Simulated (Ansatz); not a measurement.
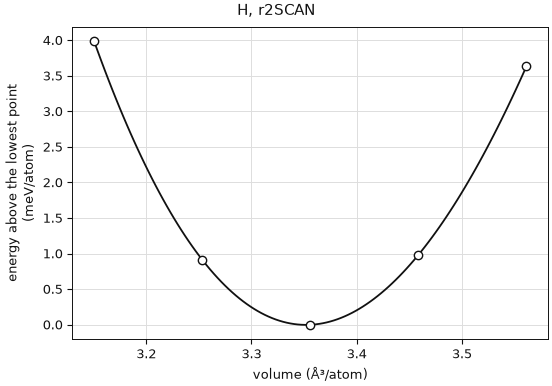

Plotted: energy above the lowest point against volume for H, space group Fd-3m (No. 227) (one of a set of cubic test structures, which need not be the stable phase).

How it was computed, with Ansatz 0.2.0 development build: equation of state of a cubic crystal from periodic Kohn-Sham density functional theory without spin, third-order Birch-Murnaghan fit to the free energies; pressure corrected for the finite basis. Level: r2SCAN.

- structure type: diamond
- atoms in cell: 2
- space group number: 227
- lattice centring: face-centred primitive
- k mesh: 19×19×19
- occupation method: Fermi–Dirac
- occupation width: 0.1 eV
- wave cutoff: 500 eV
- datasets: soft-1 PAW
- density tolerance: 1e−07 eV
- bands: 5
- density cutoff ratio: 4
- search for lower states: default

From this curve and the settings, what does the calculation give for the pressure at the same points?

The pressure falls from 6.6 GPa at volume 3.1504 Å³/atom to −5.3 GPa at 3.5613 Å³/atom, and changes sign near 3.35 Å³/atom.

```json
{"volume (Å³/atom)": "3.1504", "pressure (GPa)": "6.6"}
{"volume (Å³/atom)": "3.2531", "pressure (GPa)": "3.0"}
{"volume (Å³/atom)": "3.3558", "pressure (GPa)": "-0.1"}
{"volume (Å³/atom)": "3.4586", "pressure (GPa)": "-2.9"}
{"volume (Å³/atom)": "3.5613", "pressure (GPa)": "-5.3"}
```

Note: cubic model structure, not the ambient form; modest k-mesh, values are not fully converged in k.
